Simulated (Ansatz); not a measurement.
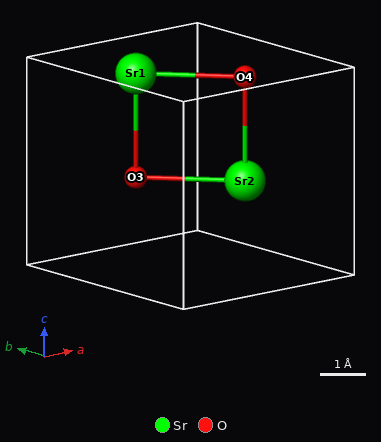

The input geometry (ball-and-stick view of the cell of the calculation, seen at an oblique angle; atoms are numbered from 1 in the order of the input).

**Run report: SrO, band-structure calculation**

- system: SrO (P6₃/mmc, 4 atoms in the cell)
- method: DFT, PBE, plane waves, PAW, no spin polarisation (Ansatz 0.2.0)

The structure derives from a Materials Project entry. The geometry comes from this level: r2SCAN. Figures and captions count atoms from 1; the log counts them from 0 in places.

Input file:
```yaml
crystal:
  lattice:
    - [4.2700192634, 0.0, 0.0]
    - [-2.1350096317, 3.6979451568, 0.0]
    - [0.0, 0.0, 5.144471818]
  atoms:
    - { symbol: Sr, position: [0.3333333333, 0.6666666667, 0.9375] }
    - { symbol: Sr, position: [0.6666666667, 0.3333333333, 0.4375] }
    - { symbol: O, position: [0.3333333333, 0.6666666667, 0.4375] }
    - { symbol: O, position: [0.6666666667, 0.3333333333, 0.9375] }
kpoints:
  mp_grid: { grid: [12, 12, 6] }
  band_path:
    path:
      - [[0.0, 0.0, 0.0], [0.5, 8.976844846403e-18, -1.557679552252e-19], [0.3333333333333, 0.3333333333333, -3.115359104504e-19], [0.0, 0.0, 0.0], [-1.313806597638e-51, 2.064001411015e-35, 0.5], [0.5, 8.89647735222e-18, 0.5], [0.3333333333333, 0.3333333333333, 0.5], [-1.313806597638e-51, 2.064001411015e-35, 0.5]]
      - [[0.5, 8.89647735222e-18, 0.5], [0.5, 8.976844846403e-18, -1.557679552252e-19]]
      - [[0.3333333333333, 0.3333333333333, 0.5], [0.3333333333333, 0.3333333333333, -3.115359104504e-19]]
    npoints: 10
hamiltonian:
  xc: pbe
scf:
  occupations: { method: fermi_dirac, width: 0.02 }
  n_extra_bands: 5
output:
  forces: true
  stress: true
  eigenvalues: true
  write_density: true
  write_potential: true
  elf: true
  volumetric_format: npy
```

Command:
```bash
ansatz run input.yaml --threads 2 --pin off --max-ram 2211MiB --backend cpu --events-out ev --progress --plain --runs-dir out
```

What the program printed:
```
scf.n_extra_bands = 5 over 16 filled bands (N_el = 32.0): the run solves 21 bands
Engine: ansatz 0.2.0, aarch64-unknown-linux-gnu
Pseudopotentials: kind: paw
Pseudopotential: Sr, paw, valence charge 10, recommended cutoff 420 eV (normal), Sr.paw.azcp
Pseudopotential: O, paw, valence charge 6, recommended cutoff 420 eV (normal), O.paw.azcp
Functional definition: PBE
  parameter kappa = 0.804
  parameter beta = 0.06672455060314922
  exchange = pbe_x(kappa = kappa, mu = beta*pi^2/3)
  correlation = pbe_c(beta = beta)
Crystal: 4 atoms, lattice volume = 81.233 Å³
Basis set: ecut = 420 eV, 1583 PW (Γ), exchange–correlation on 60×60×72 points (8 copies of the dense FFT grid, shifted against one another)
Bands: 21, of which v1, the nominal top of the filled ones, is band 16 counted from 1 (15 counted from 0)
Symmetry: 24 space group operations
Space group: P63/mmc (ITA 194), of the structure as read, at distance tolerance 4.3e-5 Å
k-points: 76 of 864
Non-local potential: Sr, projectors of the file, l = 0: 3, l = 1: 2, l = 2: 2
Non-local potential: O, projectors of the file, l = 0: 2, l = 1: 2, l = 2: 1
PAW form: soft (Blöchl's): semilocal exchange-correlation on the pseudo side does not see the compensation charge
PAW one-centre angular grid: Sr, 110 points (default); XC on 64 Gauss nodes
PAW one-centre angular grid: O, 110 points (default); XC on 64 Gauss nodes
Initial density: superposition of atomic densities (neutral atoms: chi_scale 0, normalization atom), corrected by the library's trained network
Initial wavefunctions: pseudopotential atomic-orbital guess
Functional: x = pbe(κ = 0.804, μ = 0.2195149727645171), c = pbe(β = 0.06672455060314922)
SCF iter   1: F=—  HF=-8229.048332 eV  |F-HF|=—  |Δ(HF+E_count)|=         —  Δρ=1.10e-3  dr2=1.03e-3  ethr=1.77e-3  ⟨swp⟩=9.7  Hψ=10684  notcnv=0
preconditioner: auto → Resta (q_TF=auto, 2.336 Å⁻¹)  ε∞=3.2  [insulator: Δε(μ)=2.664 eV  Ē_g=14.868 eV  σ=0.020 eV  W_gap=1.00  n_scr=20 (ndim 8)  ℏωp=21.8 eV  f_vac=0.112  D(μ)=0.00/eV (n_scr^D=0)  ε∞_Penn≈3.2]
SCF iter   2: F=—  HF=-8229.049148 eV  |F-HF|=—  |Δ(HF+E_count)|=   8.17e-4  Δρ=9.30e-4  dr2=4.70e-4  ethr=3.23e-6  ⟨swp⟩=3.4  Hψ=4172  notcnv=0  defer=71
SCF iter   3: F=—  HF=-8229.049210 eV  |F-HF|=—  |Δ(HF+E_count)|=   6.12e-5  Δρ=3.30e-4  dr2=7.60e-5  ethr=1.47e-6  ⟨swp⟩=2.0  Hψ=1976  notcnv=0  defer=72
SCF iter   4: F=—  HF=-8229.049369 eV  |F-HF|=—  |Δ(HF+E_count)|=   1.60e-4  Δρ=1.41e-4  dr2=2.35e-5  ethr=2.37e-7  ⟨swp⟩=2.0  Hψ=2566  notcnv=0  defer=72
SCF iter   5: F=—  HF=-8229.049380 eV  |F-HF|=—  |Δ(HF+E_count)|=   1.04e-5  Δρ=2.68e-5  dr2=9.79e-7  ethr=7.33e-8  ⟨swp⟩=2.0  Hψ=1975  notcnv=0  defer=72
SCF iter   6: F=-8229.049381 eV  HF=-8229.049381 eV  |F-HF|=1.01e-7  |Δ(HF+E_count)|=   1.82e-6  Δρ=5.66e-6  dr2=3.49e-8  ethr=3.13e-10  ⟨swp⟩=12.7  Hψ=14317  notcnv=0
SCF 1 converged in 6 iterations: F = -8229.049381 eV  dr2 = 3.49e-8
  greatest PAW one-centre occupation: 0.987 electrons in one spin orbital (limit 2), on the Sr atom at site 1 (counted from 0), in its partial waves of l = 0
NSCF: frozen V_eff on 93 k-points
SCF converged after 6 iterations
Free energy (F): -8229.049381 eV
Harris-Foulkes:  -8229.049381 eV  (|F-HF|=1.01e-7)
Internal energy: -8229.049381 eV  (E = F + TS)
E sigma→0 (E₀):  -8229.049381 eV
Fermi energy:    7.374332 eV
--- Per-component energies (eV) ---
  E_band       = -177.399925
  E_kinetic    = 845.376712
  E_local      = -2095.236190  (includes V_loc(G=0)·N_el)
  E_nonlocal   = 500.181789
  E_hartree    = 620.820981
  E_xc         = -498.253376
  E_vxc        = -517.625214  (∫ρ·V_xc dr)
  E_paw        = -5704.679604  (= ΣΔE_a)
  E_vpaw       = -151.740632  (= ΣTr[D̂ρ^β])
  E_aug_tail   = 0.004817  (compensation charges beyond the density's cutoff)
  E_ewald      = -1897.264512
  E_smearing   = -0.000000  (= −TS)
  E_closure    = 0.000000  (closes the sum)
  Σ components = -8229.049381   (vs F -8229.049381, Δ=0.00e0)
--- Forces (eV/Å), atoms counted from 1 ---
  atom   1  Sr    -0.00000000     0.00000000    -0.00000000
  atom   2  Sr     0.00000000    -0.00000000     0.00000000
  atom   3  O     -0.00000000     0.00000000    -0.00000000
  atom   4  O      0.00000000    -0.00000000     0.00000000
  max |Σ_I F_I| component: 0.00e0 eV/Å
--- Stress (GPa, compression-positive) ---
        1.104678      -0.000000      -0.000000
        0.000000       1.104678       0.000000
       -0.000000       0.000000       1.530641
  P = ⅓ Tr σ = 1.2467 GPa (12.467 kbar)
--- Band table (eV; the first three rows and the last of 76) ---
  k-point 0: bands = ["-26.2933", "-26.1243", "-8.9837", "-8.9808", "-8.8376", "-8.4366", "-8.4366", "-8.1375", "-8.1375", "-7.9454", "4.9934", "4.9934", "5.1621", "5.1621", "5.7275", "6.0315", "8.6892", "12.1884", "12.1884", "13.1900", "14.1445"]
  k-point 1: bands = ["-26.2819", "-26.1354", "-9.3922", "-9.2059", "-8.4165", "-8.4165", "-8.3171", "-8.1574", "-8.1574", "-7.7191", "4.9728", "4.9728", "5.1227", "5.1227", "5.4966", "5.6484", "8.9747", "12.4669", "12.4669", "12.4796", "14.6642"]
  k-point 2: bands = ["-26.2506", "-26.1661", "-9.6687", "-9.5351", "-8.3616", "-8.3616", "-8.2120", "-8.2120", "-7.7641", "-7.4333", "4.9437", "4.9437", "5.0343", "5.0343", "5.0389", "5.0403", "9.5849", "11.3741", "13.1730", "13.1730", "14.4251"]
  k-point 75: bands = ["-26.1868", "-26.1868", "-10.4459", "-10.4459", "-8.4570", "-8.4570", "-7.9959", "-7.9959", "-6.7773", "-6.7773", "4.4466", "4.4466", "5.1969", "5.1969", "5.6496", "5.6496", "10.4227", "10.4227", "13.6396", "13.6396", "13.9532"]
```

File rho_z.tsv:
```
# z_ang	rho[e/angstrom^3]
# format = ansatz-planar-average/11
# lattice	4.270019263	0.000000000	0.000000000
# lattice	-2.135009632	3.697945157	0.000000000
# lattice	0.000000000	0.000000000	5.144471818
# sites	4
# site	38	0.000000000	2.465296771	4.822942329
# site	38	2.135009632	1.232648386	2.250706420
# site	8	0.000000000	2.465296771	2.250706420
# site	8	2.135009632	1.232648386	4.822942329
0.000000	6.735951e-1
0.142902	5.159599e-1
0.285804	3.603118e-1
0.428706	2.354493e-1
0.571608	1.491347e-1
0.714510	9.801875e-2
0.857412	7.355663e-2
1.000314	6.900397e-2
1.143216	8.299526e-2
1.286118	1.196649e-1
1.429020	1.874992e-1
1.571922	2.931852e-1
1.714824	4.354996e-1
1.857726	5.972056e-1
2.000628	7.395953e-1
2.143530	8.258135e-1
2.286432	8.431810e-1
2.429334	7.910674e-1
2.572236	6.735951e-1
2.715138	5.159599e-1
2.858040	3.603118e-1
3.000942	2.354493e-1
3.143844	1.491347e-1
3.286746	9.801875e-2
3.429648	7.355663e-2
3.572550	6.900397e-2
3.715452	8.299526e-2
3.858354	1.196649e-1
4.001256	1.874992e-1
4.144158	2.931852e-1
4.287060	4.354996e-1
4.429962	5.972056e-1
4.572864	7.395953e-1
4.715766	8.258135e-1
4.858668	8.431810e-1
5.001570	7.910674e-1
```

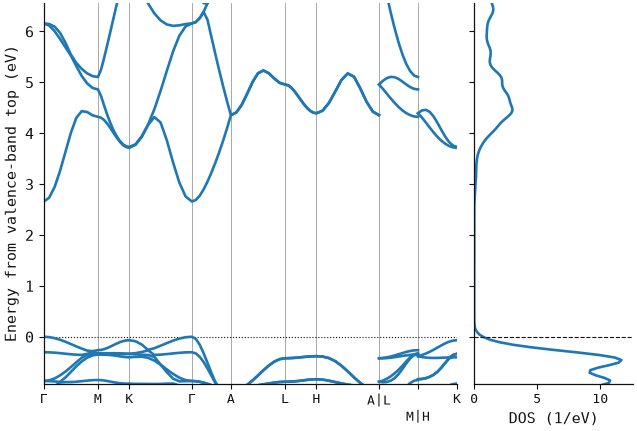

Band structure along Γ–M–K–Γ–A–L–H–A|L–M|H–K and density of states (the curve is built from the levels of the k mesh with Gaussians 0.3 eV wide, which also blur the band edges), with energies from the valence-band top. There is a gap of 2.66 eV on this path, direct, at Γ.

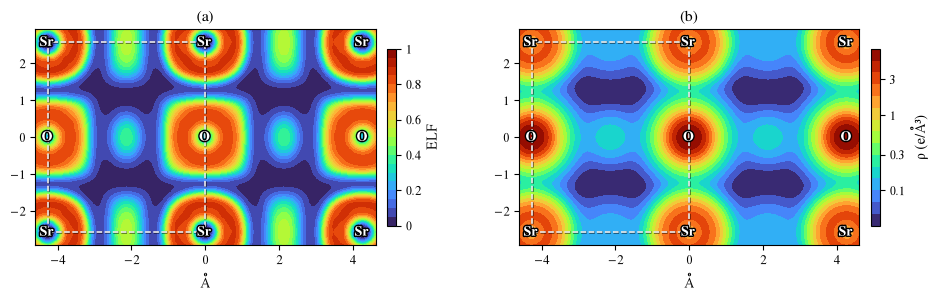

(a) ELF; (b) valence pseudo-density on the (100) plane of the conventional cell. The section cuts through Sr and O sites. Sr–O (2.57 Å): the density is about 0.24 e/Å³ at the midpoint; the ELF peaks at about 0.80 in the valence shell of O, 0.7 Å from its nucleus, and drops to about 0.10 between the two atoms (a closed-shell, largely ionic contact). Away from the nuclei the density in this plane falls to 0.03 e/Å³ at its lowest. The strong features right at Sr lie inside the PAW spheres (semicore, d or f shells) and say nothing about bonding. Core electrons are frozen (PAW), so the fields are smoothed inside the atomic spheres.

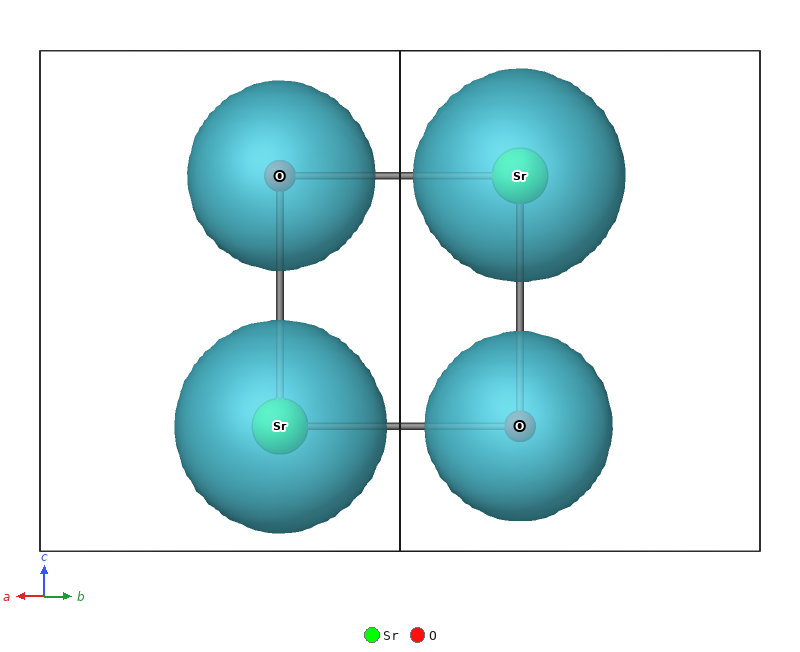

Isosurface of the valence electron density at 0.4 e/Å³ (cyan), seen along [110]. Sticks mark near contacts. The outline is the cell set on symmetry axes. At this value the density breaks into separate islands; it holds about 80 % of the electrons treated as valence (semicore included). It is pinched off along the Sr–O (2.47 Å) and Sr–O (2.57 Å) contacts. On the grid the lowest density along these lines, outside the cores, is 0.28 e/Å³ (Sr–O, 2.47 Å) and 0.23 e/Å³ (Sr–O, 2.57 Å).

Results in brief:

```json
{"quantity": "outcome", "value": "converged"}
{"quantity": "space group (tolerance 0.01 Å)", "value": "P6₃/mmc (194)"}
{"quantity": "electrons treated", "value": "32"}
{"quantity": "free energy", "value": "−8229.0494 eV"}
{"quantity": "Fermi energy", "value": "7.374 eV"}
{"quantity": "gap on the k-point mesh", "value": "2.66 eV"}
{"quantity": "pressure", "value": "1.25 GPa"}
{"quantity": "largest force (length of the vector)", "value": "under 0.001 eV/Å"}
{"quantity": "hardware", "value": "2 threads of Arm Neoverse V1, 24 GiB of memory available, shared host"}
{"quantity": "wall time", "value": "6.4 s (CPU time 13 s)"}
{"quantity": "peak memory", "value": "0.39 GiB"}
```
